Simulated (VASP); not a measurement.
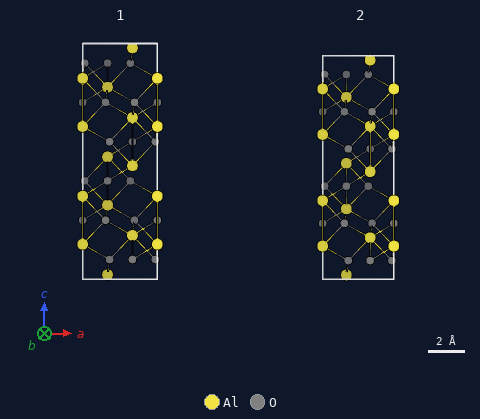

Two geometries of solid Al2O3 (set up in R-3c), drawn at one scale. One is the start of a relaxation, the other its converged end. A ball-and-stick model of the conventional cell (3 times the calculation's cell), seen along the b axis. Lengths and directions refer to the drawn axes.

Level of theory: VASP, Kohn-Sham DFT of a periodic cell, LDA, VASP PAW LDA potentials, recommended. Set-up: plane-wave cutoff 300 eV; k-point mesh 3 × 3 × 3; occupations gaussian; smearing width 0.02 eV; no spin polarisation.

### Which of the two is the end point?

Structure 2 is the relaxed one. The run lets cell and atoms move. The atoms keep their places relative to the cell (all moves are under 0.005 Å). The drawn cell changes as follows: a = b 4.805 → 4.580 Å (−4.7 %), c 13.116 → 12.426 Å (−5.3 %); the volume changes by −13.9 %. Among the contacts that change: Al–Al 2.678 → 2.535 Å, Al–O 1.989 → 1.891 Å, Al–O 1.873 → 1.783 Å. The space group stays R-3c (No. 167). Over 8 geometry steps the energy falls by 2.553 eV per cell of the calculation. The largest force component goes from 0.2 to 0.0048 eV/Å. The pressure goes from −61.65 to −0.01 GPa. At step 1 the optimiser overshot: the energy rose above the start, and later steps came back. The volume changes by over a tenth within one run on a fixed set of plane waves, so the end point should be relaxed again from the new cell.
